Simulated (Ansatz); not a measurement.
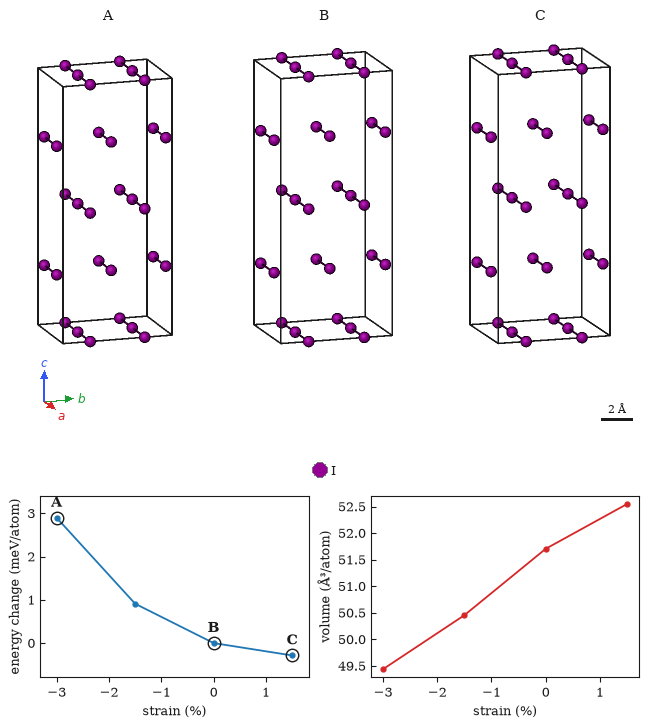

Members of a series of calculations on solid I (set up in C2/m), marked on the first curve. A ball-and-stick model of the reduced cell, repeated to show the pattern, seen slightly off an axis. Lengths and directions refer to the drawn axes.

All numbers below come from DFT PBE, scalar-relativistic, plane waves, PAW in Ansatz. Settings: plane-wave cutoff 420 eV; k-point mesh 12 × 6 × 18; occupations gaussian; smearing width 0.1 eV; no spin polarisation.

> Describe the series.

Biaxial strain in the a–b plane, c and atoms relaxed. A (strain −3.0 %): energy change 2.9 meV/atom, volume 49.44 Å³ per atom. B (strain 0.0 %): energy change 0.0 meV/atom, volume 51.70 Å³ per atom. C (strain 1.5 %): energy change −0.3 meV/atom, volume 52.55 Å³ per atom. The rest compares A with C. The drawn cell changes as follows: a 5.910 → 5.916 Å (+0.1 %), b 7.674 → 7.775 Å (+1.3 %), c 17.470 → 18.281 Å (+4.6 %), γ 93.2° → 89.0°; the volume changes by +6.3 %. 
